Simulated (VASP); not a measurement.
## Run report: WSe2, geometry relaxation (part 2 of 3)

Continued. System: WSe2 (slab, 6 atoms in the cell). Method: Kohn-Sham DFT of a periodic cell, PBE with D3(BJ), VASP PAW PBE potentials, recommended, no spin polarisation (VASP 6.6.1); cutoff 600 eV, 12×12×1 k-mesh, Gaussian smearing of 0.03 eV. The structure derives from an entry of the Crystallography Open Database.

Geometry of the input (Å; fractional positions):
```
3.2900  -0.0000  0.0000
-1.6450  2.8492  0.0000
0.0000  0.0000  27.8313
Se 0.3333  0.6667  0.3234
Se 0.3333  0.6667  0.4436
Se 0.6667  0.3333  0.5564
Se 0.6667  0.3333  0.6766
W  0.6667  0.3333  0.3835
W  0.3333  0.6667  0.6165
```

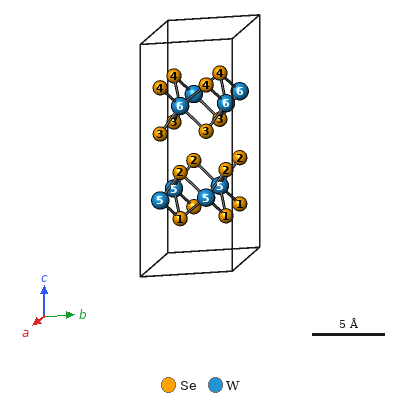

*The input geometry (ball-and-stick view of the 2 × 2 repeat of the cell, with the vacuum cut short, seen slightly off an axis; atoms are numbered from 1 in the order of the input).*

Parts of OUTCAR, continued
```
----------------------------------------------------------------------------------------

 KPOINTS: regular mesh

Automatic generation of k-mesh.
 Grid dimensions read from file:
 generate k-points for:   12   12    1

 Generating k-lattice:

  Cartesian coordinates                     Fractional coordinates (reciprocal lattice)
     0.025329281  0.014623867  0.000000000     0.083333333  0.000000000  0.000000000
     0.000000000  0.029247734  0.000000000     0.000000000  0.083333333  0.000000000
     0.000000000  0.000000000  0.035930820     0.000000000  0.000000000  1.000000000

  Length of vectors
     0.029247734  0.029247734  0.035930820

  Shift w.r.t. Gamma in fractional coordinates (k-lattice)
     0.000000000  0.000000000  0.000000000

 Subroutine IBZKPT returns following result:
 ===========================================

 Found     19 irreducible k-points:

 Following reciprocal coordinates:
            Coordinates               Weight
  0.000000  0.000000  0.000000      1.000000
  0.083333  0.000000  0.000000      6.000000
  0.166667  0.000000  0.000000      6.000000
  0.250000  0.000000  0.000000      6.000000
  0.333333  0.000000  0.000000      6.000000
  0.416667  0.000000  0.000000      6.000000
  0.500000  0.000000  0.000000      3.000000
  0.083333  0.083333  0.000000      6.000000
  0.166667  0.083333  0.000000     12.000000
  0.250000  0.083333  0.000000     12.000000
  0.333333  0.083333  0.000000     12.000000
  0.416667  0.083333  0.000000     12.000000
  0.166667  0.166667  0.000000      6.000000
  0.250000  0.166667  0.000000     12.000000
  0.333333  0.166667  0.000000     12.000000
  0.416667  0.166667  0.000000      6.000000
  0.250000  0.250000  0.000000      6.000000
  0.333333  0.250000  0.000000     12.000000
  0.333333  0.333333  0.000000      2.000000
   k-points           NKPTS =     19   k-points in BZ     NKDIM =     19   number of bands    NBANDS=     31
   number of dos      NEDOS =    301   number of ions     NIONS =      6
   total plane-waves  NPLWV = 175616
   dimension x,y,z NGX =    28 NGY =   28 NGZ =  224
   dimension x,y,z NGXF=    56 NGYF=   56 NGZF=  448
   ions per type =               4   2
   NGX,Y,Z   is equivalent  to a cutoff of  14.15, 14.15, 13.38 a.u.
   NGXF,Y,Z  is equivalent  to a cutoff of  28.30, 28.30, 26.76 a.u.
 SYSTEM =  WSe2
   PREC   = accura    normal or accurate (medium, high low for compatibility)
   ISTART =      0    job   : 0-new  1-cont  2-samecut
   ICHARG =      2    charge: 1-file 2-atom 10-const
   ISPIN  =      1    spin polarized calculation?
   LNONCOLLINEAR =      F non collinear calculations
   LSORBIT =      F    spin-orbit coupling
   LASPH  =      T    aspherical Exc in radial PAW
   ENCUT  =  600.0 eV  44.10 Ry    6.64 a.u.   6.57  6.57 55.59*2*pi/ulx,y,z
   NELM   =     80;   NELMIN=  2; NELMDL= -5     # of ELM steps
   EDIFF  = 0.1E-05   stopping-criterion for ELM
   LREAL  =      F    real-space projection
   EDIFFG = -.1E-01   stopping-criterion for IOM
   NSW    =     90    number of steps for IOM
   IBRION =      2    ionic relax: 0-MD 1-quasi-New 2-CG
   NFREE  =      1    steps in history (QN), initial steepest desc. (CG)
   ISIF   =      3    stress and relaxation
   ISYM   =      2    0-nonsym 1-usesym 2-fastsym
   POTIM  = 0.5000    time-step for ionic-motion
   TEBEG  =    0.0;   TEEND  =   0.0 temperature during run
   PSTRESS=    0.0 pullay stress
   NELECT =      52.0000    total number of electrons
   NUPDOWN=      -1.0000    fix difference up-down
   EMIN   =  10.00;   EMAX   =-10.00  energy-range for DOS
   EFERMI =   0.00;   METHOD = LEGACY
   ISMEAR =     0;   SIGMA  =   0.03  broadening in eV -4-tet -1-fermi 0-gaus
   EFERMI_NEDOS =   21; number of points for ismear=-14 and -15
   IALGO  =     38    algorithm
   IMIX   =      4    mixing-type and parameters
     AMIX     =   0.40;   BMIX     =  1.00
     AMIX_MAG =   1.60;   BMIX_MAG =  1.00
  volume/ion in A,a.u.               =      43.48       293.43
  Fermi-wavevector in a.u.,A,eV,Ry     =   0.956293  1.807131 12.442470  0.914496
  Thomas-Fermi vector in A             =   2.085208
   LORBIT       =      0    0 simple, 1 ext, 2 COOP (PROOUT), +10 PAW based schemes
   GGA     = PE    functional components
   LHFCALC =     F    Hartree Fock is set to
   AEXX    =    0.0000 exact exchange contribution
   IVDW    =    12    specifies the selected vdW correction
   LEPSILON=     F    determine dielectric tensor
   LRPA    =     F    only Hartree local field effects (RPA)
 conjugate gradient relaxation of ions
 non-spin polarized calculation
 Gauss-broadening in eV      SIGMA  =   0.03
  energy-cutoff  :      600.00
  volume of cell :      260.89
 maximum number of plane-waves:      8823
 NGX is ok and might be reduce to    28
   NGX = 13   NGY = 13   NGZ =111

--------------------------------------- Ionic step        1  -------------------------------------------

 number of electron      52.0000000 magnetization

 Free energy of the ion-electron system (eV)
  ---------------------------------------------------
  ext. energy  EPLUGINS =         0.00000000
  ---------------------------------------------------
  free energy    TOTEN  =       -43.17547090 eV

  energy without entropy =      -43.17547090  energy(sigma->0) =      -43.17547090

------------------------ aborting loop because EDIFF is reached ----------------------------------------

 Edisp (eV)   -2.39465

 E8    (eV) :    -1.1018

  FORCE on cell =-STRESS in cart. coord.  units (eV):
  Direction    XX          YY          ZZ          XY          YZ          ZX
  --------------------------------------------------------------------------------------
  -------------------------------------------------------------------------------------
  Total       0.18284     0.18284     1.12360     0.00000     0.00000    -0.00000
  in kB       1.12283     1.12283     6.90026     0.00000     0.00000    -0.00000
  external pressure =        3.05 kB  Pullay stress =        0.00 kB

 VOLUME and BASIS-vectors are now :
 -----------------------------------------------------------------------------
  energy-cutoff  :      600.00
  volume of cell :      260.89
      direct lattice vectors                 reciprocal lattice vectors
     3.290000000  0.000000000  0.000000000     0.303951368  0.175486404  0.000000000
    -1.645000000  2.849223580  0.000000000     0.000000000  0.350972808  0.000000000
     0.000000000  0.000000000 27.831260000     0.000000000  0.000000000  0.035930820

 POSITION                                       TOTAL-FORCE (eV/Angst)
 -----------------------------------------------------------------------------------
     -0.00000      1.89948      9.00000         0.000000     -0.000000     -0.206520
     -0.00000      1.89948     12.34626         0.000000      0.000000      0.237302
      1.64500      0.94974     15.48500        -0.000000      0.000000     -0.237302
      1.64500      0.94974     18.83126        -0.000000      0.000000      0.206520
      1.64500      0.94974     10.67313         0.000000      0.000000      0.021268
     -0.00000      1.89948     17.15813        -0.000000      0.000000     -0.021268
 -----------------------------------------------------------------------------------
    total drift:                                0.000000     -0.000000     -0.000000

  FREE ENERGIE OF THE ION-ELECTRON SYSTEM (eV)
  ---------------------------------------------------
  free  energy   TOTEN  =       -45.5701161753 eV

  energy  without entropy=      -45.5701161753  energy(sigma->0) =      -45.57011618

--------------------------------------- Ionic step        2  -------------------------------------------

 number of electron      52.0000000 magnetization

------------------------ aborting loop because EDIFF is reached ----------------------------------------

 Edisp (eV)   -2.38546

 E8    (eV) :    -1.0975

  FORCE on cell =-STRESS in cart. coord.  units (eV):
  Direction    XX          YY          ZZ          XY          YZ          ZX
  --------------------------------------------------------------------------------------
  -------------------------------------------------------------------------------------
  Total      -0.61254    -0.61254    -0.31395     0.00000     0.00000     0.00000
  in kB      -3.75073    -3.75073    -1.92235     0.00000     0.00000     0.00000
  external pressure =       -3.14 kB  Pullay stress =        0.00 kB

 VOLUME and BASIS-vectors are now :
 -----------------------------------------------------------------------------
  energy-cutoff  :      600.00
  volume of cell :      261.66
      direct lattice vectors                 reciprocal lattice vectors
     3.294836553  0.000000000  0.000000000     0.303505192  0.175228804  0.000000000
    -1.647418276  2.853412158  0.000000000    -0.000000000  0.350457608  0.000000000
     0.000000000  0.000000000 27.831260000     0.000000000  0.000000000  0.035930820

 POSITION                                       TOTAL-FORCE (eV/Angst)
 -----------------------------------------------------------------------------------
     -0.00000      1.90227      8.99004         0.000000      0.000000      0.018562
     -0.00000      1.90227     12.35771        -0.000000      0.000000      0.014815
      1.64742      0.95114     15.47355         0.000000     -0.000000     -0.014815
      1.64742      0.95114     18.84122         0.000000     -0.000000     -0.018562
      1.64742      0.95114     10.67416        -0.000000      0.000000      0.009922
     -0.00000      1.90227     17.15710         0.000000      0.000000     -0.009922
 -----------------------------------------------------------------------------------
    total drift:                                0.000000      0.000000      0.000000

  FREE ENERGIE OF THE ION-ELECTRON SYSTEM (eV)
  ---------------------------------------------------
  free  energy   TOTEN  =       -45.5741927485 eV

  energy  without entropy=      -45.5741927485  energy(sigma->0) =      -45.57419275

--------------------------------------- Ionic step        3  -------------------------------------------

 number of electron      52.0000000 magnetization

------------------------ aborting loop because EDIFF is reached ----------------------------------------

 Edisp (eV)   -2.38690

 E8    (eV) :    -1.0982

  FORCE on cell =-STRESS in cart. coord.  units (eV):
  Direction    XX          YY          ZZ          XY          YZ          ZX
  --------------------------------------------------------------------------------------
  -------------------------------------------------------------------------------------
  Total      -0.49004    -0.49004    -0.09146     0.00000    -0.00000    -0.00000
  in kB      -3.00200    -3.00200    -0.56031     0.00000    -0.00000    -0.00000
  external pressure =       -2.19 kB  Pullay stress =        0.00 kB

 VOLUME and BASIS-vectors are now :
 -----------------------------------------------------------------------------
  energy-cutoff  :      600.00
  volume of cell :      261.54
      direct lattice vectors                 reciprocal lattice vectors
     3.294076320  0.000000000  0.000000000     0.303575237  0.175269245  0.000000000
    -1.647038160  2.852753777  0.000000000    -0.000000000  0.350538490  0.000000000
     0.000000000  0.000000000 27.831260000     0.000000000  0.000000000  0.035930820

 POSITION                                       TOTAL-FORCE (eV/Angst)
 -----------------------------------------------------------------------------------
     -0.00000      1.90184      8.99160        -0.000000     -0.000000     -0.015986
     -0.00000      1.90184     12.35591         0.000000     -0.000000      0.049042
      1.64704      0.95092     15.47535        -0.000000      0.000000     -0.049042
      1.64704      0.95092     18.83966         0.000000      0.000000      0.015986
      1.64704      0.95092     10.67399         0.000000     -0.000000      0.011968
     -0.00000      1.90184     17.15727        -0.000000      0.000000     -0.011968
 -----------------------------------------------------------------------------------
    total drift:                                0.000000      0.000000      0.000000

  FREE ENERGIE OF THE ION-ELECTRON SYSTEM (eV)
  ---------------------------------------------------
  free  energy   TOTEN  =       -45.5743392747 eV

  energy  without entropy=      -45.5743392747  energy(sigma->0) =      -45.57433927

[... ionic steps 4 to 11 ...]

--------------------------------------- Ionic step       12  -------------------------------------------

 number of electron      52.0000001 magnetization

------------------------ aborting loop because EDIFF is reached ----------------------------------------

 Edisp (eV)   -2.41777

 E8    (eV) :    -1.1124

  FORCE on cell =-STRESS in cart. coord.  units (eV):
  Direction    XX          YY          ZZ          XY          YZ          ZX
  --------------------------------------------------------------------------------------
  -------------------------------------------------------------------------------------
  Total       0.09256     0.09256     0.12397     0.00000     0.00000    -0.00000
  in kB       0.57067     0.57067     0.76431     0.00000     0.00000    -0.00000
  external pressure =        0.64 kB  Pullay stress =        0.00 kB

 VOLUME and BASIS-vectors are now :
 -----------------------------------------------------------------------------
  energy-cutoff  :      600.00
  volume of cell :      259.86
      direct lattice vectors                 reciprocal lattice vectors
     3.283527036 -0.000000000  0.000000000     0.304550561  0.175832348  0.000000000
    -1.641763518  2.843617829  0.000000000     0.000000000  0.351664696  0.000000000
     0.000000000  0.000000000 27.831260000     0.000000000  0.000000000  0.035930820

 POSITION                                       TOTAL-FORCE (eV/Angst)
 -----------------------------------------------------------------------------------
     -0.00000      1.89575      9.02407        -0.000000      0.000000     -0.035894
     -0.00000      1.89575     12.39534         0.000000      0.000000      0.012076
      1.64176      0.94787     15.43592        -0.000000     -0.000000     -0.012076
      1.64176      0.94787     18.80719         0.000000      0.000000      0.035894
      1.64176      0.94787     10.70910        -0.000000     -0.000000      0.026635
     -0.00000      1.89575     17.12216         0.000000      0.000000     -0.026635
 -----------------------------------------------------------------------------------
    total drift:                                0.000000      0.000000      0.000000

  FREE ENERGIE OF THE ION-ELECTRON SYSTEM (eV)
  ---------------------------------------------------
  free  energy   TOTEN  =       -45.5778091051 eV

  energy  without entropy=      -45.5778091051  energy(sigma->0) =      -45.57780911

--------------------------------------- Ionic step       13  -------------------------------------------

 number of electron      52.0000001 magnetization

------------------------ aborting loop because EDIFF is reached ----------------------------------------

 Edisp (eV)   -2.41738

 E8    (eV) :    -1.1122

  FORCE on cell =-STRESS in cart. coord.  units (eV):
  Direction    XX          YY          ZZ          XY          YZ          ZX
  --------------------------------------------------------------------------------------
  -------------------------------------------------------------------------------------
  Total       0.05858     0.05858     0.08579     0.00000     0.00000     0.00000
  in kB       0.36103     0.36103     0.52880     0.00000     0.00000     0.00000
  external pressure =        0.42 kB  Pullay stress =        0.00 kB

 VOLUME and BASIS-vectors are now :
 -----------------------------------------------------------------------------
  energy-cutoff  :      600.00
  volume of cell :      259.94
      direct lattice vectors                 reciprocal lattice vectors
     3.284034491 -0.000000000  0.000000000     0.304503501  0.175805178  0.000000000
    -1.642017246  2.844057298  0.000000000     0.000000000  0.351610356  0.000000000
     0.000000000  0.000000000 27.831260000     0.000000000  0.000000000  0.035930820

 POSITION                                       TOTAL-FORCE (eV/Angst)
```
